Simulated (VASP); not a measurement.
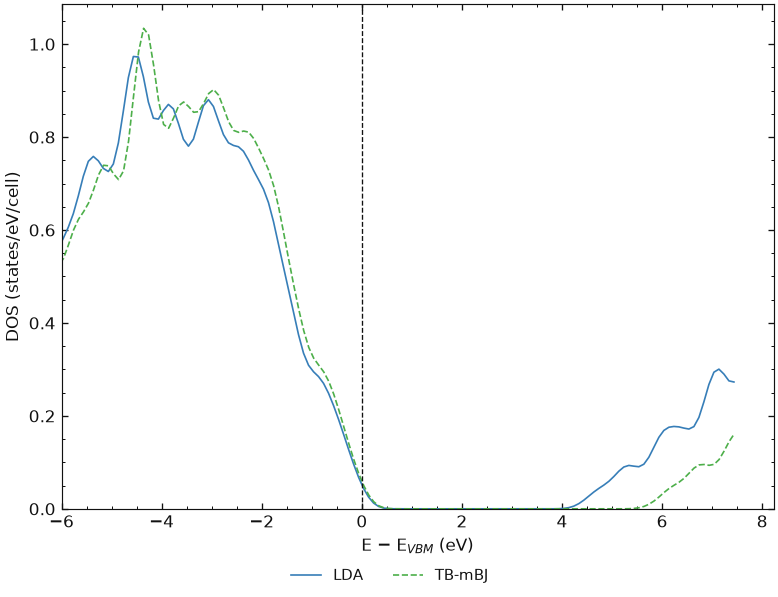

Total densities of states of zincblende BN, space group F-43m (No. 216), 2 atoms in the primitive cell (cubic a = 3.607 Å), by two methods on the same cell. The DOS curves are built from the levels of the k mesh with Gaussians 0.55 eV wide, which also blur the band edges; ripples of that width can come from the mesh. Each is counted from its own valence-band top.

Question: How do the methods compare?

Answer: LDA gives a gap of 4.35 eV and TB-mBJ gives a gap of 5.80 eV. No single filled peak stands out in both curves.

Settings. LDA: VASP PAW LDA potentials, release 64 (B, N), no spin polarisation, no spin-orbit coupling, 14×14×14 k mesh, 520 eV cutoff, Gaussian smearing of 0.03 eV (VASP 6.6.1). TB-mBJ: VASP PAW PBE potentials, release 64 (B, N), no spin polarisation, no spin-orbit coupling, 14×14×14 k mesh, 520 eV cutoff, Gaussian smearing of 0.03 eV (VASP).

Gaps are the smallest over all k points computed. The usual form of BN is layered hexagonal. The cell was derived from a database entry in an earlier step, so it needn't be the measured one. TB-mBJ: the PAW data sets were made with another functional. TB-mBJ: this is a model potential built to give gaps, with no total energy. LDA, GGA and most meta-GGA functionals understate gaps. The cell is at −8 GPa in LDA.
